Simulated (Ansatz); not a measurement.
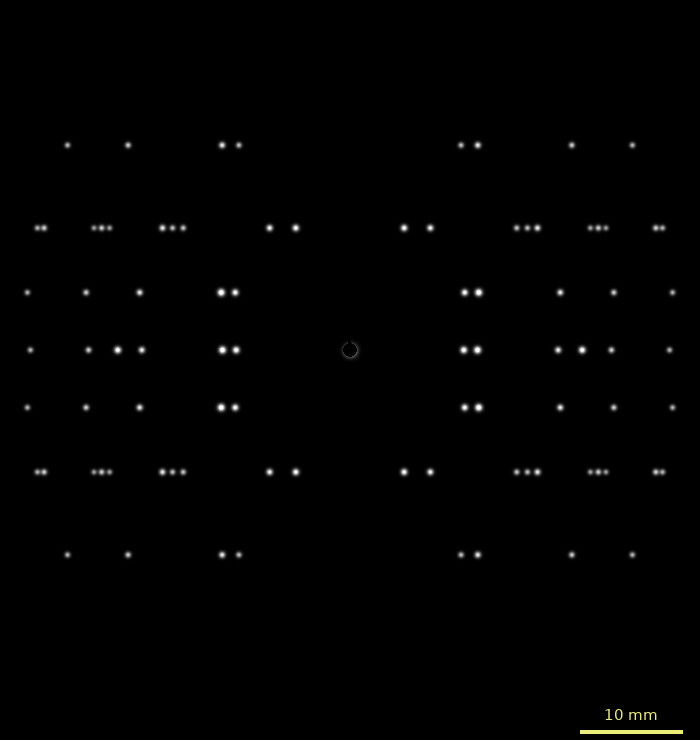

Simulated X-ray rotation photograph: Mo Kα radiation (λ = 0.7107 Å), cylindrical film of radius 30.0 mm unrolled, rotation axis vertical and normal to the beam, kinematic intensities without Lorentz or polarisation factors, the film spanning ±63° about the beam; spots down to d = 0.70 Å.

### Measure the layer lines and find the identity period along the axis.

The first layer line lies 5.7 mm from the equator, so tan ν = 0.189, sin ν = 0.186 and the period is λ/sin ν = 3.82 Å. Further lines follow at 12.0, 20.2 mm.

The crystal is C, space group Pm-3n (No. 223), a = 3.82 Å. Structure: the input geometry of an electronic-structure calculation (not necessarily at equilibrium); the starting structure was generated, so it need not be a known form of this composition.

### About which axis was it rotated?

About [001] (or an equivalent direction), whose length in the conventional cell is 3.818 Å.
